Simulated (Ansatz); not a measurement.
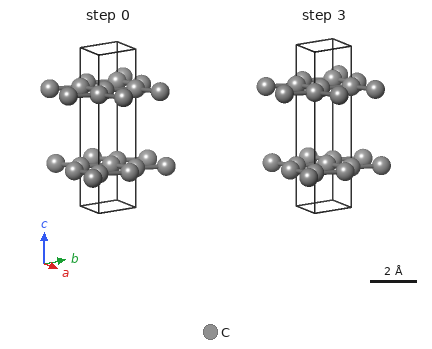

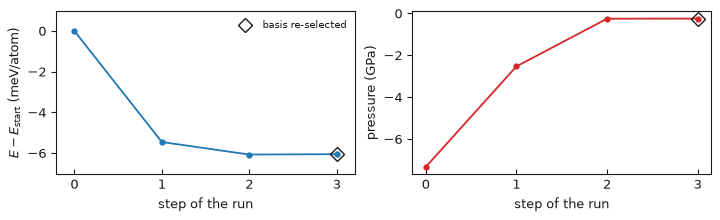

First and last geometry of a relaxation of crystalline C (built on the graphite type), with the history of the run. Style: ball-and-stick. Shown: the cell of the calculation, slightly off an axis.

Case: volume 9.385 Å^3/atom.

These are results of DFT r2SCAN, scalar-relativistic, plane waves, PAW in Ansatz, not measurements.

Input
```yaml
crystal:
  lattice:
    - [2.4787818298, 0.0, 0.0]
    - [-1.2393909149, 2.146688035, 0.0]
    - [0.0, 0.0, 7.0550460865]
  atoms:
    - { symbol: C, position: [0.0, 0.0, 0.25] }
    - { symbol: C, position: [0.0, 0.0, 0.75] }
    - { symbol: C, position: [0.3333333333, 0.6666666667, 0.25] }
    - { symbol: C, position: [0.6666666667, 0.3333333333, 0.75] }
basis:
  ecutwfc: 600
  ecutrho_ratio: 5
kpoints:
  mp_grid: { grid: [10, 10, 4] }
hamiltonian:
  xc: r2scan
scf:
  occupations: { method: gaussian, width: 0.05 }
output:
  forces: true
  stress: true
  eigenvalues: true
relax:
  f_tol: 0.01
  max_steps: 40
  cell: { stress_tol: 0.1, fix: [volume] }
```

Read the history and describe the run.

Answer. It converged. The atoms keep their places relative to the cell (all moves are under 0.005 Å). The drawn cell changes at constant volume: a = b 2.479 → 2.456 Å (−0.9 %), c 7.055 → 7.186 Å (+1.9 %). Among the contacts that change: C1–C3 1.431 → 1.418 Å. The space group stays P6_3/mmc (No. 194). After 2 accepted moves (3 points after the start) the energy has fallen by 6.0 meV per atom. All forces vanish by symmetry, so only the cell relaxes. The pressure goes from −7.33 to −0.25 GPa. The SCF was repeated once at an unchanged geometry on a basis and grid sized afresh for the cell, which shifted the energy by less than 0.05 meV per atom at most. The run took roughly 28 core-seconds on a shared host.

```
step  E − E(0), meV/atom  pressure, GPa                      note
   0                0.00          -7.33                          
   1               -5.45          -2.53                          
   2               -6.07          -0.25                          
   3               -6.05          -0.25  same geometry, new basis
```
